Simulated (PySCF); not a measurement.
# NMR shielding calculation, with input and output: C4H10O

The run: NMR shielding calculation of C4H10O. Method and program: GIAO wB97X-D/pcSseg-1 NMR shielding, non-relativistic, IEF-PCM chloroform (PySCF 2.14.0).

The geometry comes from this level: GFN2-xTB. Figures and captions count atoms from 1; the log counts them from 0 in places.

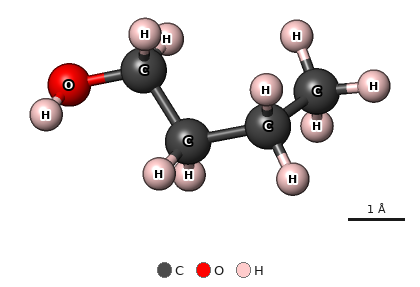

Figure 1. The structure (ball-and-stick view, seen at a tilt). Bond lengths as drawn: C–C 1.52 to 1.53 Å, C–H 1.09 to 1.10 Å, C–O 1.41 Å and H–O 0.96 Å.

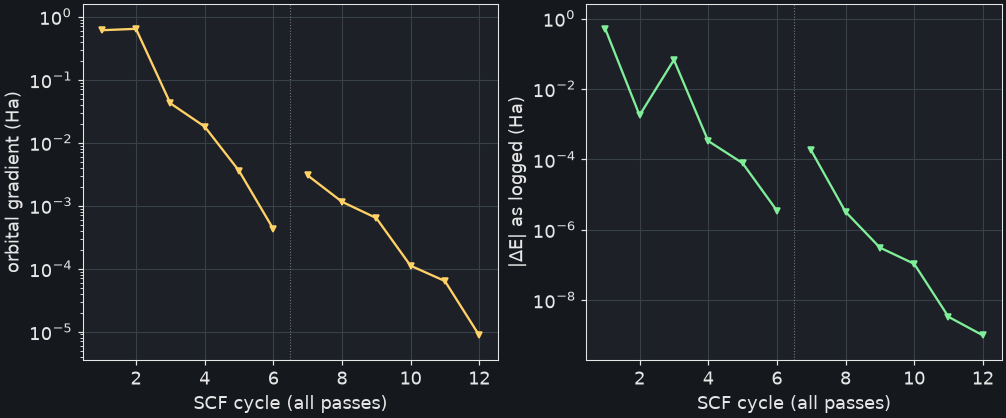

Figure 2. Convergence of the self-consistent field: orbital gradient and size of the energy change against the SCF cycle. The dotted line marks the change from a coarse to the final integration grid. The first 6 cycles use a coarse grid, the final grid takes over at cycle 7, and the field converges after 12 cycles in all.

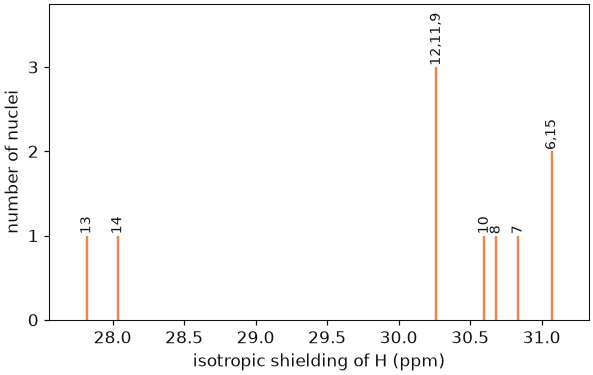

Figure 3. Isotropic shieldings of the hydrogen nuclei in this fixed geometry, labelled by atom number; shielding grows to the right, so chemical shift grows to the left. The least shielded is H13 (27.8 ppm), the most shielded H15 (31.1 ppm).

The input that produced these results follows, with the program's output.

### Input
```
{"job": {"xc": "wB97X-D", "basis": "pcSseg-1", "solvent": "chloroform", "kind": "nmr", "pop": false}, "charge": 0, "multiplicity": 1}
C     -1.821620     0.244315     0.404137
C     -0.903195    -0.163461    -0.741848
C      0.470021    -0.641117    -0.271697
C      1.315818     0.474943     0.343448
O      2.599642     0.034523     0.720650
H     -1.926771    -0.571605     1.115601
H     -1.429902     1.111231     0.929052
H     -2.808614     0.495895     0.022545
H     -1.377019    -0.972669    -1.302323
H     -0.776142     0.680649    -1.423968
H      1.013280    -1.053704    -1.128280
H      0.352422    -1.440709     0.462565
H      0.861027     0.841711     1.265057
H      1.391716     1.313435    -0.366040
H      3.034921    -0.345447    -0.050812
```

The first line tells a small driver script what to run in PySCF; the rest is the geometry in Å.

Command:
```bash
OMP_NUM_THREADS=1 python <driver script> task.json out
```

### Output
```
coarse grid: 11632 points
cycle   1  E = -233.4560880707  dE =  5.113e-01  |g| = 6.097e-01  |ddm| = 3.096e+00
cycle   2  E = -233.4578744126  dE = -1.786e-03  |g| = 6.419e-01  |ddm| = 7.597e-01
cycle   3  E = -233.5250044122  dE = -6.713e-02  |g| = 4.222e-02  |ddm| = 3.937e-01
cycle   4  E = -233.5253364499  dE = -3.320e-04  |g| = 1.800e-02  |ddm| = 3.807e-02
cycle   5  E = -233.5254147078  dE = -7.826e-05  |g| = 3.586e-03  |ddm| = 1.658e-02
cycle   6  E = -233.5254182012  dE = -3.493e-06  |g| = 4.262e-04  |ddm| = 3.505e-03
final grid: 109760 points
cycle   7  E = -233.5675848130  dE = -1.784e-04  |g| = 3.026e-03  |ddm| = 3.633e-02
cycle   8  E = -233.5675880465  dE = -3.233e-06  |g| = 1.153e-03  |ddm| = 6.903e-03
cycle   9  E = -233.5675883583  dE = -3.118e-07  |g| = 6.360e-04  |ddm| = 1.672e-03
cycle  10  E = -233.5675884658  dE = -1.075e-07  |g| = 1.112e-04  |ddm| = 8.458e-04
cycle  11  E = -233.5675884692  dE = -3.356e-09  |g| = 6.353e-05  |ddm| = 1.851e-04
cycle  12  E = -233.5675884701  dE = -9.980e-10  |g| = 8.719e-06  |ddm| = 9.394e-05
converged SCF energy = -233.5675884701

GIAO shielding tensors (ppm)
atom      isotropic    diamagn.    paramagn.     s11        s22        s33       span
  0 C      171.856     247.693     -75.838    157.651    171.673    186.242     28.591
  1 C      165.178     247.668     -82.490    159.374    164.056    172.104     12.730
  2 C      148.246     249.365    -101.118    130.523    146.736    167.479     36.956
  3 C      119.524     245.430    -125.906     85.325    111.414    161.832     76.507
  4 O      302.213     387.892     -85.679    266.701    303.429    336.509     69.808
  5 H       31.045      30.404       0.641     27.120     29.069     36.946      9.826
  6 H       30.835      31.007      -0.172     25.987     30.357     36.161     10.175
  7 H       30.681      28.818       1.863     26.088     27.946     38.009     11.921
  8 H       30.286      30.816      -0.530     24.962     29.087     36.809     11.848
  9 H       30.599      31.770      -1.171     26.371     29.459     35.967      9.596
 10 H       30.276      32.289      -2.013     26.040     29.632     35.155      9.114
 11 H       30.229      32.286      -2.056     27.063     29.669     33.956      6.894
 12 H       27.818      30.800      -2.982     22.507     29.329     31.619      9.112
 13 H       28.035      30.999      -2.964     22.813     29.614     31.678      8.865
 14 H       31.094      31.045       0.050     22.456     28.593     42.234     19.779
```

### Results in brief

```csv
quantity,value
outcome,converged
total energy,−233.567588 hartree
HOMO,−9.61 eV
LUMO,3.51 eV
dipole moment,2.07 D
"isotropic shielding, C",119.5 to 171.9 ppm
"isotropic shielding, O",302.2 ppm
"isotropic shielding, H",27.8 to 31.1 ppm
hardware,"1 CPU thread, shared host"
wall time,10 s
peak memory,0.82 GiB
```
